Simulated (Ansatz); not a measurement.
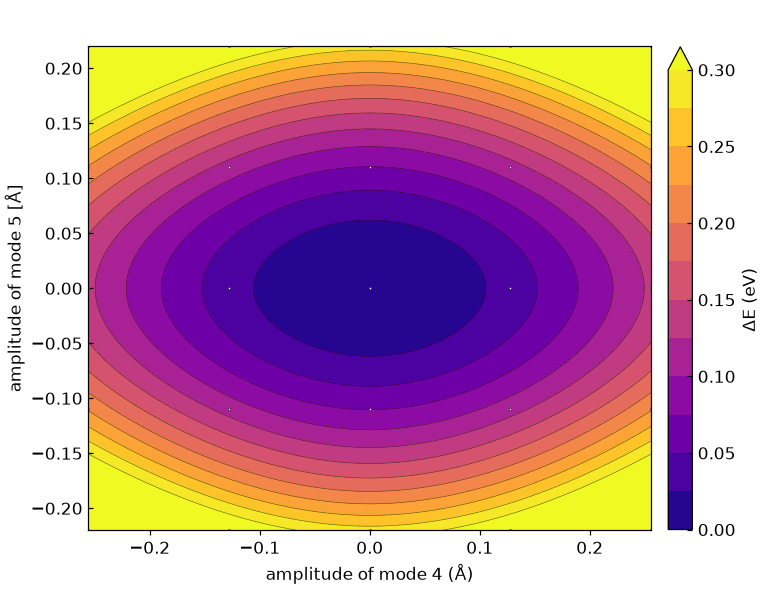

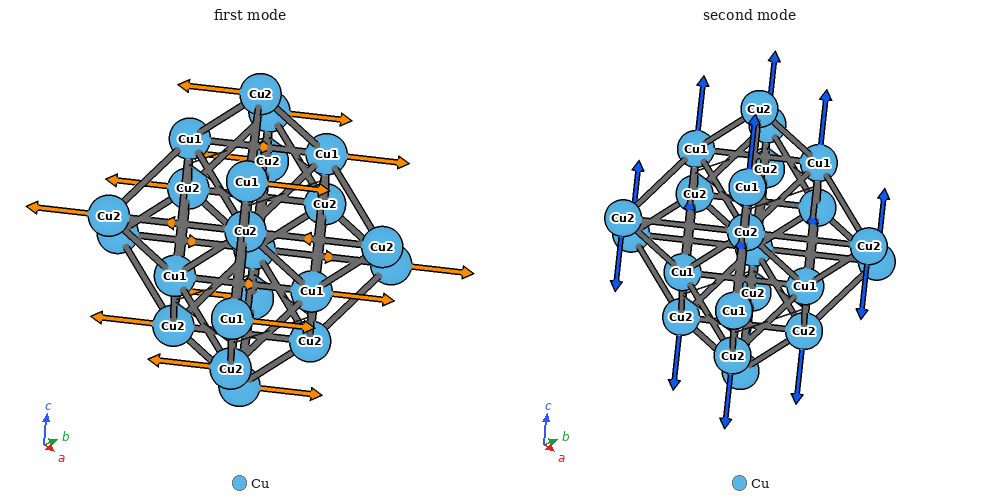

Energy landscape of Cu (Cmcm, No. 63; 2 atoms in the cell). The energy is mapped over two normal modes frozen in (zone-centre modes of the 2-atom cell of this scan). The first coordinate is: amplitude of mode 4 (99 cm⁻¹), largest displacement; the second: amplitude of mode 5 (163 cm⁻¹), largest displacement. Nothing is relaxed (the cell and all other modes fixed). The scan uses a 5 × 5 grid; 9 points were computed and 16 follow by symmetry. Points are written as (first, second). All energies are given in eV per cell relative to the lowest grid point. Level of theory: Ansatz 0.2.0, DFT LDA, scalar-relativistic, plane waves, PAW. Settings: cutoff 520 eV, k-mesh 20×20×18 in the order of the run's cell vectors, gaussian smearing 0.15 eV, no spin polarisation.

In the figure: filled contours, dots at the grid points, one colour for all values above the top of the scale. Between grid points the surface is interpolated. The second picture is the structure at the lowest point

**Where are the wells?**

The lowest grid point is at (0.000 Å, 0.00 Å). No other kind of well shows on this grid. The highest grid point, (−0.256 Å, −0.22 Å), lies 0.484 eV above the lowest.

The whole map (9 points run) took 16 min on 2 threads of Arm Neoverse N1, on a shared host.

PAW datasets: the set soft_1.
